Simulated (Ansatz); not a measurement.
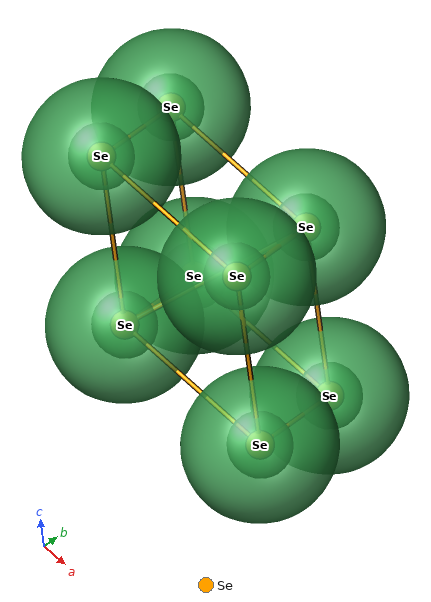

Figure. Se. Isosurface of the electron localisation function at 0.6 (green), seen slightly off an axis. Only the valence region is drawn (cores and ρ < 0.01 e/Å³ removed). Sticks mark near contacts.

Space group P-1; a structure from a database of computed crystals, not necessarily the ambient phase; changed on purpose from its base cell (all atoms moved at random, cell strained at random); computed pressure about −2 GPa in this cell.

Computed with DFT PBEsol, scalar-relativistic, plane waves, PAW (Ansatz 0.2.0).

Core electrons are frozen (PAW), and the valence fields are smoothed inside the atomic spheres.

Question: Identify the bonds, lone pairs and shells in this picture.

Answer: The surface consists of one region wrapped around Se (its valence shell), counted in one cell of 1 atoms. Regions shared between cells count once.

Values along the shortest contacts:
Se–Se (2.93 Å): the ELF is about 0.35 at the midpoint. Se–Se (3.00 Å): the ELF is about 0.30 at the midpoint.

Question: Metal or insulator at this level of theory?

Answer: It is metallic or semimetallic at this level of theory: no gap opens.
